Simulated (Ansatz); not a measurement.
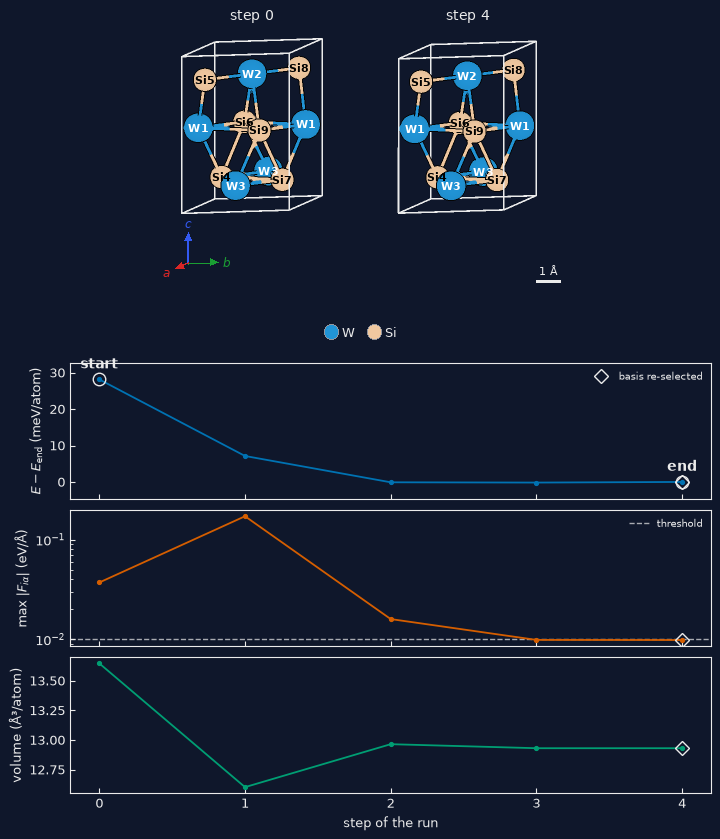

First and last geometry of a relaxation of solid Si2W (set up in P6_222), with the history of the run. The picture is a ball-and-stick view of the cell of the calculation, seen slightly off an axis.

The run lets cell and atoms move.

These are results of Kohn-Sham DFT of a periodic cell, PBEsol with D3(BJ), Ansatz PAW (Ansatz), not measurements.

Input file:
```yaml
crystal:
  lattice:
    - [4.6168523821, 0.0, 0.0]
    - [-2.3084261911, 3.9983114484, 0.0]
    - [0.0, 0.0, 6.653222]
  atoms:
    - { symbol: W, position: [0.5, 0.0, 0.5] }
    - { symbol: W, position: [0.5, 0.5, 0.8333333333] }
    - { symbol: W, position: [0.0, 0.5, 0.1666666667] }
    - { symbol: Si, position: [0.327252, 0.163626, 0.1666666667] }
    - { symbol: Si, position: [0.836374, 0.163626, 0.8333333333] }
    - { symbol: Si, position: [0.163626, 0.327252, 0.5] }
    - { symbol: Si, position: [0.672748, 0.836374, 0.1666666667] }
    - { symbol: Si, position: [0.163626, 0.836374, 0.8333333333] }
    - { symbol: Si, position: [0.836374, 0.672748, 0.5] }
hamiltonian:
  xc: pbesol
  pseudopotentials: { kind: paw }
  dispersion: d3bj
kpoints:
  mp_grid: { grid: [7, 7, 4] }
scf:
  occupations: { method: fermi_dirac, width: 0.05 }
output:
  forces: true
  stress: true
  eigenvalues: true
relax:
  f_tol: 0.01
  max_steps: 40
  cell: { stress_tol: 0.05 }
```

Launched with:
```bash
ansatz run input.yaml --threads 4 --pin off --max-ram 11264MiB --backend cpu --events-out ev --progress --plain --runs-dir out
```

Q: Read the history and describe the run.

A: It converged. The atoms keep their places relative to the cell (all moves are under 0.005 Å). Cell: a = b 4.617 → 4.530 Å (−1.9 %), c 6.653 → 6.548 Å (−1.6 %). Volume −5.2 %. Some distances before and after: W1–W2 3.201 → 3.146 Å, Si4–Si7 2.690 → 2.640 Å, W1–Si6 2.690 → 2.639 Å, W1–Si6 (another image) 2.653 → 2.604 Å. The space group stays P6_222 (No. 180). The energy falls by 28.1 meV per atom in 3 accepted moves (4 points after the start). The largest force component goes from 0.037 to 0.0099 eV/Å. Pressure: −12.02 GPa at the start and 0.01 GPa at the end. At 1 point the geometry stayed and the basis and grid were re-selected for the new cell (energy shift of 0.2 meV per atom at most each time). Cost: 32 s on 4 threads of Arm Neoverse N1, with other jobs on the host, peak memory 0.46 GiB.

```csv
step,"E − E(0), meV/atom","largest force component, eV/Å","pressure, GPa","volume, Å³/atom",note
0,0.00,0.0373,-12.02,13.646,
1,-21.01,0.1725,6.93,12.602,
2,-28.23,0.0160,-0.62,12.964,
3,-28.31,0.0099,0.03,12.930,
4,-28.14,0.0099,0.01,12.930,"same geometry, new basis"
```
